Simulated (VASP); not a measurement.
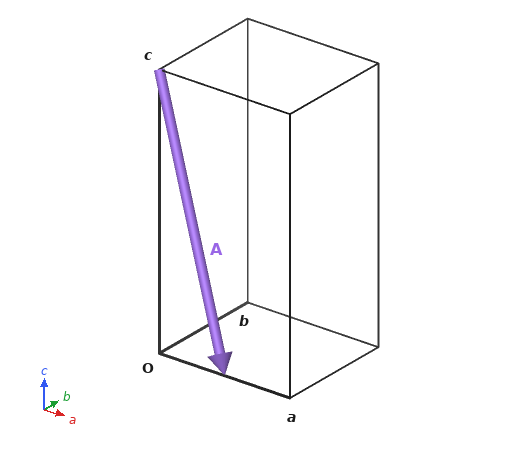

The arrow starts at a corner of the unit cell and ends on its surface; where a tip isn't a corner, dashed lines run from it parallel to the axes. Crystal: Te, an entry of the Crystallography Open Database, as set up for an electronic-structure calculation. Symmetry computed with spglib at a tolerance of 0.002 Å; standard conventional cell.

a = 4.454 Å, b = 4.454 Å, c = 5.924 Å, α = 90.00°, β = 90.00°, γ = 120.00°.

**Index the direction.**

Arrow A runs from (0, 0, 1) to (1/2, 0, 0), so [1 0 −2], in four indices [2 −1 −1 −6].

**How long is the vector ua + vb + wc?**

12.658 Å.

**In P3₁21 (No. 152), how many directions are equivalent to A (Laue class -3m, both senses counted)?**

12.
